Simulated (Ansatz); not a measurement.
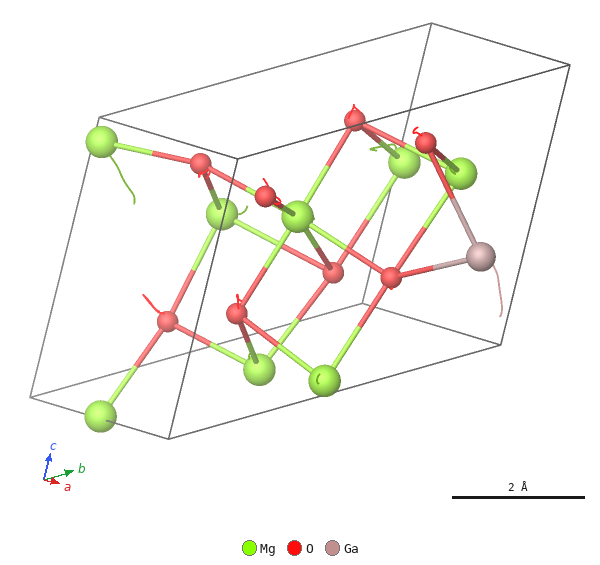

First-principles dynamics of MgO with an interstitial Ga (17 atoms in the cell), 90 fs long. It starts from the last geometry of an earlier run, with fresh velocities. Lines trace each atom's path, in the colour of its element; spheres stand at the starting positions. Seen slightly off an axis in the reduced simulation cell.

Computed with DFT PBE, scalar-relativistic, plane waves, PAW in Ansatz. Set-up: plane-wave cutoff 420 eV; k-point mesh 2 × 2 × 2; Fermi-Dirac smearing 0.05 eV; spin collinear; low-accuracy preset; Nosé-Hoover thermostat (NVT); set temperature 840 K; time step 1 fs; thermostat time 100.0 fs.

**What do the traces tell about the motion?**

In the second half of the run the atoms are, in the root-mean-square, this far from where they began (common drift taken out): Ga 0.75 Å, Mg 0.43 Å, O 0.27 Å. The run lasts only 90 fs, too short to tell vibration from diffusion. Over the second half the temperature averages 1709 K (spread ±331 K). That is above the set 840 K, because the structure releases potential energy faster than the thermostat removes it. The potential energy in the second half lies on average 125 meV per atom below the first frame. The conserved quantity stays between −0.086 and 0.17 meV per atom of its start. A straight-line fit has a slope that amounts to −0.089 meV per atom over 90 fs (under 0.1 % of the mean kinetic energy), and the ripple about it is 0.1 % of the kinetic energy's fluctuation. With a drift under 2 % and a ripple under 7 %, the integration is accurate.

Limits of the set-up: the k-point mesh is coarse for a cell with partly filled bands; the program's low-accuracy preset was used; the periodic images lie only 5.3 Å apart, so the values are limited by the cell's size.

PAW datasets: the set soft_1.
